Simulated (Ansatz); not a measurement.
Take the following structure.

```
CELL_PARAMETERS angstrom
3.00833 -5.21059 0.00000
0.00000 0.00000 -4.91283
14.22115 8.21059 0.00000
ATOMIC_POSITIONS crystal
Zr 0.00000 0.25000 0.60934
Zr 0.50000 0.25000 0.29203
Zr 0.24156 0.25000 0.76264
Zr 0.74156 0.25000 0.44533
Zr 0.75844 0.25000 0.76264
Zr 0.25844 0.25000 0.44533
Zr 0.50000 0.75000 0.70797
Zr 0.00000 0.75000 0.39066
Zr 0.25844 0.75000 0.55467
Zr 0.75844 0.75000 0.23736
Zr 0.74156 0.75000 0.55467
Zr 0.24156 0.75000 0.23736
Si 0.00000 0.75000 0.71154
Si 0.50000 0.75000 0.39423
Si 0.50000 0.25000 0.60577
Si 0.00000 0.25000 0.28846
```

Characterise the structure given above.

Chemical formula Zr$_{3}$Si. Counting shared atoms by their share gives 12 Zr, 4 Si, or 16 atoms. Si takes two kinds of site: two a cell with ten Zr at 2.97 to 3.01 Å; two a cell with twelve Zr in an anticuboctahedral arrangement at 2.97 to 3.01 Å. The bonds build Zr3Si layers parallel to (001).

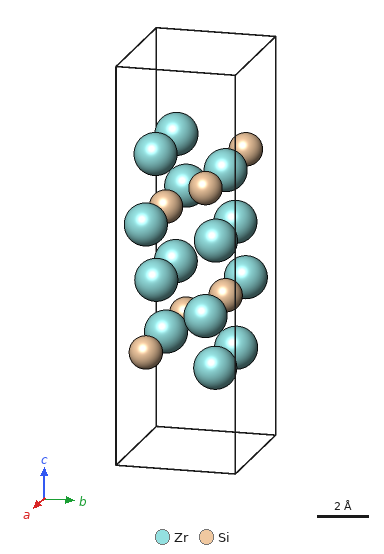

Shown here is a spheres-only view of the crystal, taken slightly off an axis. One simulation cell is framed, with atoms on its boundary repeated.

The cell started as a structure listed in the Materials Project. The cell was then strained or its atoms displaced on purpose. Ansatz was used for an electronic-structure calculation on it.
